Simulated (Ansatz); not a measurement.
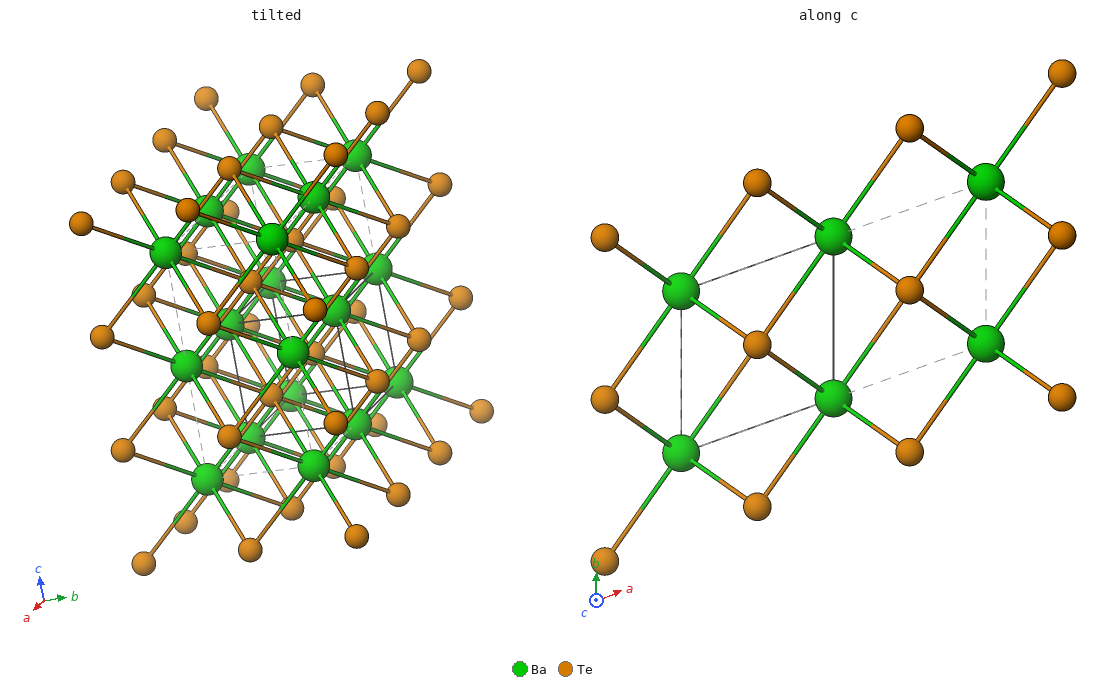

Shown here is a ball-and-stick view of the crystal, taken slightly off an axis and along the c axis. Solid lines give the simulation cell, repeated here 2×1×2 times. Some neighbours outside the box are added.

Here is the input:
```yaml
crystal:
  lattice:
    - [0.0, 3.5323868345, 3.5323868345]
    - [3.4970629662, 0.0, 3.5323868345]
    - [3.4970629662, 3.5323868345, 0.0]
  atoms:
    - { symbol: Ba, position: [0.0, 0.0, 0.0] }
    - { symbol: Te, position: [0.5, 0.5, 0.5] }
kpoints:
  mp_grid: { grid: [4, 4, 4] }
  band_path:
    path:
      - [0.0, 0.0, 0.0]
      - [0.5, 0.0, 0.5]
      - [0.625, 0.25, 0.625]
      - [0.375, 0.375, 0.75]
      - [0.5, 0.5, 0.5]
      - [0.5, 0.25, 0.75]
      - [0.0, 0.5, 0.5]
    npoints: 1
hamiltonian:
  xc: hse06
scf:
  occupations: { method: fixed }
  n_extra_bands: 4
output:
  forces: true
  stress: true
  eigenvalues: true
```
Run as:
```sh
ansatz run input.yaml --threads 4 --pin off --max-ram 4608MiB --backend cpu --events-out ev --progress --plain --runs-dir out
```

Calculation details: Ansatz 0.2.0, DFT, HSE06, plane waves, PAW; plane waves up to 420 eV, 4×4×4 k-mesh, no spin polarisation.

**Metal or not?**

A semiconductor at this level, with a gap of 2.31 eV, indirect; the smallest direct gap is 2.72 eV.

**How far is the cell from zero pressure?**

The computed pressure is 0.1 GPa, close to zero.

Origin of the cell: a structure type filled with these elements by a generator (whether the compound takes this form wasn't checked). The cell was then strained or its atoms displaced on purpose. A calculation with Ansatz used it as input.
